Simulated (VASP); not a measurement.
**CdO: geometry relaxation (part 1 of 2)**

System: CdO (2 atoms in the cell).
Method: Kohn-Sham DFT of a periodic cell, PBEsol, VASP PAW PBE potentials, recommended, no spin polarisation (VASP 6.6.1).

The structure derives from an entry of the Crystallography Open Database.

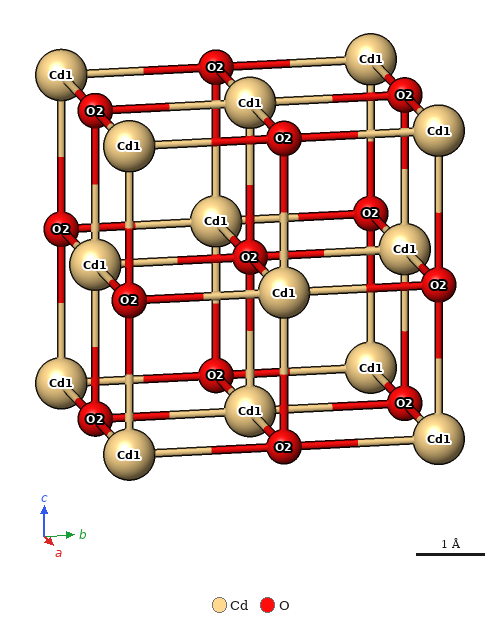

The starting structure (ball-and-stick view of the cell 4 times as large as that of the calculation, set on its symmetry axes, seen slightly off an axis; atoms are numbered from 1 in the order of the input). An atom can appear more than once, as a periodic image. Near neighbours in the periodic cell (some may lie outside the picture): Cd has 6 O at 2.35 Å; O has 6 Cd at 2.35 Å.

Results in brief

- outcome: converged
- space group (tolerance 0.01 Å): Fm-3m (225)
- electrons treated: 18
- free energy: −8.5055 eV
- gap on the k-point mesh: none (metallic)
- pressure: 0.00 GPa
- final volume: 26.04 Å³
- largest force (length of the vector) at the end: under 0.001 eV/Å
- final cell: a = 3.327 Å, b = 3.327 Å, c = 3.327 Å, α = 60.00°, β = 60.00°, γ = 60.00°
- hardware: 2 threads of Intel Xeon (Granite Rapids), 192 GiB of memory available, shared host
- wall time: 19 s (CPU time 36 s)
- peak memory: 0.17 GiB

INCAR
```
  ALGO = Normal
  EDIFF = 1E-6
  EDIFFG = -0.01
  ENCUT = 600
  GGA = PS
  IBRION = 2
  ISIF = 3
  ISMEAR = 0
  KPAR = 2
  LASPH = True
  LCHARG = False
  LREAL = False
  LWAVE = False
  NELM = 80
  NSW = 90
  PREC = Accurate
  SIGMA = 0.03
```

KPOINTS
```
k-points
0
Gamma
  12 12 12
```

POSCAR
```
CdO
1.0
    0.0000000000      2.3495000000      2.3495000000
    2.3495000000      0.0000000000      2.3495000000
    2.3495000000      2.3495000000      0.0000000000
Cd O
1 1
Direct
    0.0000000000      0.0000000000      0.0000000000
    0.5000000000      0.5000000000      0.5000000000
```

Launched with:
```bash
cat potpaw_PBE.64/Cd/POTCAR potpaw_PBE.64/O/POTCAR > POTCAR
mpirun -np 2 vasp_std > vasp.out
```

OSZICAR
```
N       E                     dE             d eps       ncg     rms          rms(c)
DAV:   1     0.131357408215E+03    0.13136E+03   -0.11706E+04  1960   0.160E+03
DAV:   2    -0.531305049129E+01   -0.13667E+03   -0.12723E+03  2112   0.355E+02
DAV:   3    -0.100589319106E+02   -0.47459E+01   -0.47294E+01  2072   0.741E+01
DAV:   4    -0.100744847417E+02   -0.15553E-01   -0.15552E-01  2017   0.423E+00
DAV:   5    -0.100745259941E+02   -0.41252E-04   -0.41252E-04  2037   0.207E-01    0.995E+00
DAV:   6    -0.857438212910E+01    0.15001E+01   -0.51396E+00  2513   0.440E+01    0.905E+00
DAV:   7    -0.853015511841E+01    0.44227E-01   -0.62396E-01  1872   0.914E+00    0.475E+00
DAV:   8    -0.850965033537E+01    0.20505E-01   -0.11082E-01  1937   0.341E+00    0.646E-01
DAV:   9    -0.850537183694E+01    0.42785E-02   -0.10004E-02  2033   0.116E+00    0.122E-01
DAV:  10    -0.850537126483E+01    0.57211E-06   -0.96094E-04  1907   0.370E-01    0.458E-02
DAV:  11    -0.850539271182E+01   -0.21447E-04   -0.83005E-05  1972   0.103E-01    0.279E-02
DAV:  12    -0.850538670459E+01    0.60072E-05   -0.21446E-05  1962   0.575E-02    0.573E-03
DAV:  13    -0.850538664272E+01    0.61863E-07   -0.75812E-07  1024   0.113E-02
   1 F= -.85053866E+01 E0= -.85053638E+01  d E =-.850539E+01
       N       E                     dE             d eps       ncg     rms          rms(c)
DAV:   1    -0.851210309295E+01   -0.67164E-02   -0.14215E-01  1912   0.558E+00    0.582E-01
DAV:   2    -0.850614846439E+01    0.59546E-02   -0.16112E-02  1957   0.179E+00    0.187E-01
DAV:   3    -0.850557311703E+01    0.57535E-03   -0.14860E-03  2077   0.750E-01    0.200E-01
DAV:   4    -0.850550404188E+01    0.69075E-04   -0.14779E-04  1947   0.129E-01    0.119E-01
DAV:   5    -0.850547594606E+01    0.28096E-04   -0.15411E-05  1952   0.497E-02    0.101E-02
DAV:   6    -0.850547540826E+01    0.53780E-06   -0.17892E-06  1329   0.194E-02
   2 F= -.85054754E+01 E0= -.85054525E+01  d E =-.887655E-04
       N       E                     dE             d eps       ncg     rms          rms(c)
DAV:   1    -0.850663233004E+01   -0.11564E-02   -0.23146E-02  1912   0.224E+00    0.233E-01
DAV:   2    -0.850565198613E+01    0.98034E-03   -0.26409E-03  1957   0.729E-01    0.745E-02
DAV:   3    -0.850555965173E+01    0.92334E-04   -0.24193E-04  2072   0.304E-01    0.790E-02
DAV:   4    -0.850555051233E+01    0.91394E-05   -0.23741E-05  1942   0.521E-02    0.467E-02
DAV:   5    -0.850554855698E+01    0.19554E-05   -0.25121E-06  1939   0.199E-02    0.367E-03
DAV:   6    -0.850554877266E+01   -0.21569E-06   -0.27176E-07   936   0.770E-03
   3 F= -.85055488E+01 E0= -.85055259E+01  d E =-.162130E-03
```

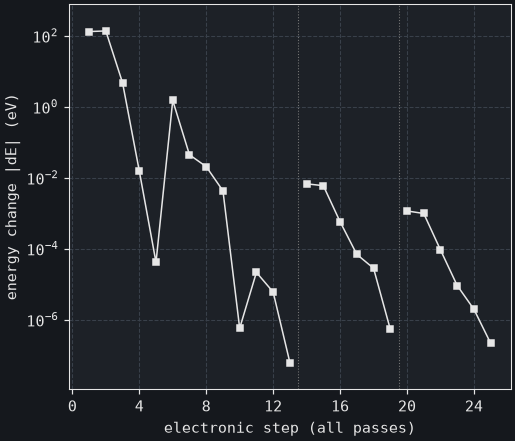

Convergence of the self-consistent field: energy change |dE| against the electronic step. Each stretch between dotted lines is the SCF of one geometry step of a relaxation. The 3 ionic steps take 6 to 13 electronic steps each. The density is held fixed in the first few steps, and dE rises again when its update begins.

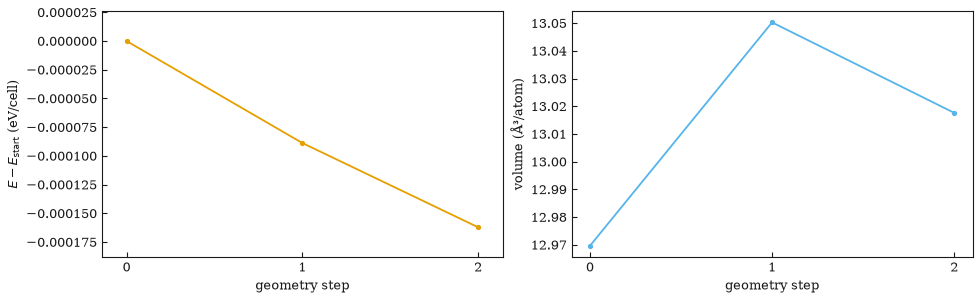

Progress of the relaxation, step by step (steps are counted from 0). The atoms keep their places relative to the cell (all moves are under 0.005 Å). Cell: a = b = c 4.699 → 4.705 Å (+0.1 %). Volume +0.4 %. The space group stays Fm-3m (No. 225). The energy falls by 0.2 meV per cell of the calculation in 2 geometry steps. All forces vanish by symmetry, so only the cell relaxes.

Parts of OUTCAR
```
EDIFF = 1E-6
   EDIFFG = -0.01
   ENCUT = 600
   GGA = PS
   IBRION = 2
   ISIF = 3
   ISMEAR = 0
   LASPH = True
   LREAL = False
   NELM = 80
   NSW = 90
   PREC = Accurate

 ion  position               nearest neighbor table
   1  0.000  0.000  0.000-   2 2.35   2 2.35   2 2.35   2 2.35   2 2.35   2 2.35
   2  0.500  0.500  0.500-   1 2.35   1 2.35   1 2.35   1 2.35   1 2.35   1 2.35

  LATTYP: Found a face centered cubic cell.
 ALAT       =     4.6990000000

  Lattice vectors:

 A1 = (   0.0000000000,   2.3495000000,   2.3495000000)
 A2 = (   2.3495000000,   0.0000000000,   2.3495000000)
 A3 = (   2.3495000000,   2.3495000000,   0.0000000000)

Analysis of symmetry for initial positions (statically):
=====================================================================
 Subroutine PRICEL returns:
 Original cell was already a primitive cell.

 Routine SETGRP: Setting up the symmetry group for a
 face centered cubic supercell.

 Subroutine GETGRP returns: Found 48 space group operations
 (whereof 48 operations were pure point group operations)
 out of a pool of 48 trial point group operations.

The static configuration has the point symmetry O_h .

Analysis of symmetry for dynamics (positions and initial velocities):
=====================================================================
 Subroutine PRICEL returns:
 Original cell was already a primitive cell.

 Routine SETGRP: Setting up the symmetry group for a
 face centered cubic supercell.

 Subroutine GETGRP returns: Found 48 space group operations
 (whereof 48 operations were pure point group operations)
 out of a pool of 48 trial point group operations.

The dynamic configuration has the point symmetry O_h .

 Subroutine INISYM returns: Found 48 space group operations
 (whereof 48 operations are pure point group operations),
 and found     1 'primitive' translations

----------------------------------------------------------------------------------------

                                     Primitive cell

  volume of cell :      25.9392

  direct lattice vectors                    reciprocal lattice vectors
     0.000000000  2.349500000  2.349500000    -0.212811236  0.212811236  0.212811236
     2.349500000  0.000000000  2.349500000     0.212811236 -0.212811236  0.212811236
     2.349500000  2.349500000  0.000000000     0.212811236  0.212811236 -0.212811236

  length of vectors
     3.322694765  3.322694765  3.322694765     0.368599874  0.368599874  0.368599874

  position of ions in fractional coordinates (direct lattice)
     0.000000000  0.000000000  0.000000000
     0.500000000  0.500000000  0.500000000

  ion indices of the primitive-cell ions
   primitive index   ion index
                 1           1
                 2           2

----------------------------------------------------------------------------------------

 KPOINTS: k-points

Automatic generation of k-mesh.
 Grid dimensions read from file:
 generate k-points for:   12   12   12

 Generating k-lattice:

  Cartesian coordinates                     Fractional coordinates (reciprocal lattice)
    -0.017734270  0.017734270  0.017734270     0.083333333  0.000000000  0.000000000
     0.017734270 -0.017734270  0.017734270     0.000000000  0.083333333  0.000000000
     0.017734270  0.017734270 -0.017734270     0.000000000  0.000000000  0.083333333

  Length of vectors
     0.030716656  0.030716656  0.030716656

  Shift w.r.t. Gamma in fractional coordinates (k-lattice)
     0.000000000  0.000000000  0.000000000

 Subroutine IBZKPT returns following result:
 ===========================================

 Found     72 irreducible k-points:

 Following reciprocal coordinates:
            Coordinates               Weight
  0.000000  0.000000  0.000000      1.000000
  0.083333  0.000000  0.000000      8.000000
  0.166667  0.000000  0.000000      8.000000
  0.250000  0.000000  0.000000      8.000000
  0.333333  0.000000  0.000000      8.000000
  0.416667  0.000000  0.000000      8.000000
  0.500000  0.000000  0.000000      4.000000
  0.083333  0.083333  0.000000      6.000000
  0.166667  0.083333  0.000000     24.000000
  0.250000  0.083333  0.000000     24.000000
  0.333333  0.083333  0.000000     24.000000
  0.416667  0.083333  0.000000     24.000000
  0.500000  0.083333  0.000000     24.000000
 -0.416667  0.083333  0.000000     24.000000
 -0.333333  0.083333  0.000000     24.000000
 -0.250000  0.083333  0.000000     24.000000
 -0.166667  0.083333  0.000000     24.000000
 -0.083333  0.083333  0.000000     12.000000
  0.166667  0.166667  0.000000      6.000000
  0.250000  0.166667  0.000000     24.000000
  0.333333  0.166667  0.000000     24.000000
  0.416667  0.166667  0.000000     24.000000
  0.500000  0.166667  0.000000     24.000000
 -0.416667  0.166667  0.000000     24.000000
 [... further k-points ...]
   k-points           NKPTS =     72   k-points in BZ     NKDIM =     72   number of bands    NBANDS=     13
   number of dos      NEDOS =    301   number of ions     NIONS =      2
   total plane-waves  NPLWV =  21952
   dimension x,y,z NGX =    28 NGY =   28 NGZ =   28
   dimension x,y,z NGXF=    56 NGYF=   56 NGZF=   56
   ions per type =               1   1
   NGX,Y,Z   is equivalent  to a cutoff of  14.01, 14.01, 14.01 a.u.
   NGXF,Y,Z  is equivalent  to a cutoff of  28.02, 28.02, 28.02 a.u.
 SYSTEM =  unknown system
   PREC   = accura    normal or accurate (medium, high low for compatibility)
   ISTART =      0    job   : 0-new  1-cont  2-samecut
   ICHARG =      2    charge: 1-file 2-atom 10-const
   ISPIN  =      1    spin polarized calculation?
   LNONCOLLINEAR =      F non collinear calculations
   LSORBIT =      F    spin-orbit coupling
   LASPH  =      T    aspherical Exc in radial PAW
   ENCUT  =  600.0 eV  44.10 Ry    6.64 a.u.   6.64  6.64  6.64*2*pi/ulx,y,z
   NELM   =     80;   NELMIN=  2; NELMDL= -5     # of ELM steps
   EDIFF  = 0.1E-05   stopping-criterion for ELM
   LREAL  =      F    real-space projection
   EDIFFG = -.1E-01   stopping-criterion for IOM
   NSW    =     90    number of steps for IOM
   IBRION =      2    ionic relax: 0-MD 1-quasi-New 2-CG
   NFREE  =      1    steps in history (QN), initial steepest desc. (CG)
   ISIF   =      3    stress and relaxation
   ISYM   =      2    0-nonsym 1-usesym 2-fastsym
   POTIM  = 0.5000    time-step for ionic-motion
   TEBEG  =    0.0;   TEEND  =   0.0 temperature during run
   PSTRESS=    0.0 pullay stress
   NELECT =      18.0000    total number of electrons
   NUPDOWN=      -1.0000    fix difference up-down
   EMIN   =  10.00;   EMAX   =-10.00  energy-range for DOS
   EFERMI =   0.00;   METHOD = LEGACY
   ISMEAR =     0;   SIGMA  =   0.03  broadening in eV -4-tet -1-fermi 0-gaus
   EFERMI_NEDOS =   21; number of points for ismear=-14 and -15
   IALGO  =     38    algorithm
   IMIX   =      4    mixing-type and parameters
     AMIX     =   0.40;   BMIX     =  1.00
     AMIX_MAG =   1.60;   BMIX_MAG =  1.00
  volume/ion in A,a.u.               =      12.97        87.52
  Fermi-wavevector in a.u.,A,eV,Ry     =   1.449373  2.738918 28.581522  2.100683
  Thomas-Fermi vector in A             =   2.567107
   LORBIT       =      0    0 simple, 1 ext, 2 COOP (PROOUT), +10 PAW based schemes
   GGA     = PS    functional components
   LHFCALC =     F    Hartree Fock is set to
   AEXX    =    0.0000 exact exchange contribution
   IVDW    =     0    specifies the selected vdW correction
   LEPSILON=     F    determine dielectric tensor
   LRPA    =     F    only Hartree local field effects (RPA)
```
